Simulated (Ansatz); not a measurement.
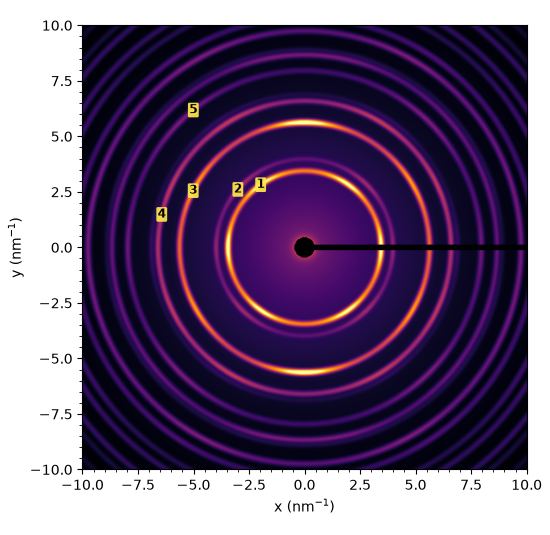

Simulated electron diffraction rings at 200 kV (λ = 0.0251 Å), scale in nm⁻¹ (radius = 1/d), for a sample with fibre texture (March–Dollase model, fibre axis vertical in the picture). Kinematic intensities with B = 1.0 Å² for all atoms, without multiple scattering; brightness goes as intensity to the power 0.4, clipped at the top. Reflections closer than the ring width show as one ring.

The sample is ZrO2, space group Fm-3m, a = 5.026 Å, b = 5.026 Å, c = 5.026 Å, α = 90.00°, β = 90.00°, γ = 90.00°. Basis of the simulation: the end point of a relaxation with Ansatz, DFT LDA, scalar-relativistic, plane waves, PAW; the starting structure was generated, so it need not be a known form of this composition.

> Measure the numbered rings and index them.

| ring | radius | d (Å) | hkl |
| --- | --- | --- | --- |
| 1 | 3.45 nm⁻¹ | 2.90 | 111 |
| 2 | 3.98 nm⁻¹ | 2.51 | 200 |
| 3 | 5.63 nm⁻¹ | 1.777 | 220 |
| 4 | 6.60 nm⁻¹ | 1.515 | 311 |
| 5 | 7.96 nm⁻¹ | 1.257 | 400 |

> Which lattice planes lie preferentially normal to the fibre axis?

The (2 2 0) planes: ring 3 is concentrated at the top and bottom of the pattern (March parameter 0.35).
